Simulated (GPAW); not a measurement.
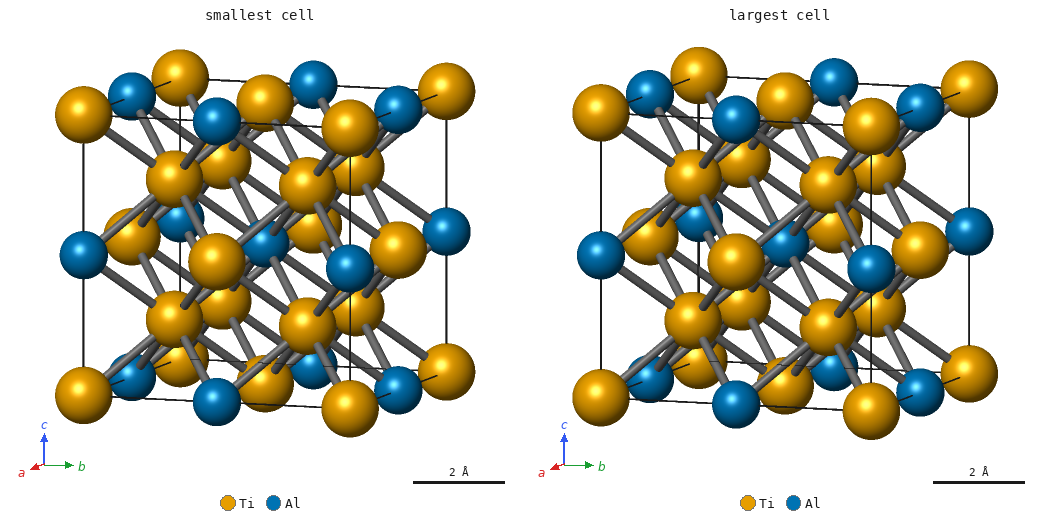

Ti₃Al, D0₃ (BiF₃ or Fe₃Al type), space group Fm-3m (No. 225), relaxed (cell and atoms, zero pressure) with five choices of dispersion term on top of PBEsol; the smallest and the largest of the relaxed conventional cells are drawn to one scale (sticks follow a distance rule). The start was a structure listed in the Materials Project. It needn't be the stable form of this composition.

Alike in all runs: GPAW 26.7.0; functional PBEsol; potentials PAW data sets generated in the run's folder for this functional; cutoff 600 eV; k mesh 7 × 7 × 7 on the run's cell of 4 atoms; occupations fermi-dirac, width 0.05 eV; no spin polarisation; no spin-orbit coupling. All runs are metallic.

| level | volume (Å³/atom) | a (Å) |
| --- | --- | --- |
| D4 | 15.95 | 6.343 |
| D3(BJ) | 15.41 | 6.271 |
| none | 16.13 | 6.367 |
| D3(BJ)-ATM | ? | ? |
| D3 | 15.58 | 6.293 |

**What does D3(BJ)-ATM give?**

Volume 15.54 Å³/atom; a 6.289 Å. That is between D3(BJ) and D3 in volume.

**Order the levels by the relaxed volume, smallest first.**

D3(BJ) (15.41 Å³/atom), D3(BJ)-ATM (15.54 Å³/atom), D3 (15.58 Å³/atom), D4 (15.95 Å³/atom), none (16.13 Å³/atom). Rows within a few tenths of a per cent can't be told apart.

Caveat: later steps reuse the first step's grids; pairwise dispersion terms can overbind metals strongly.
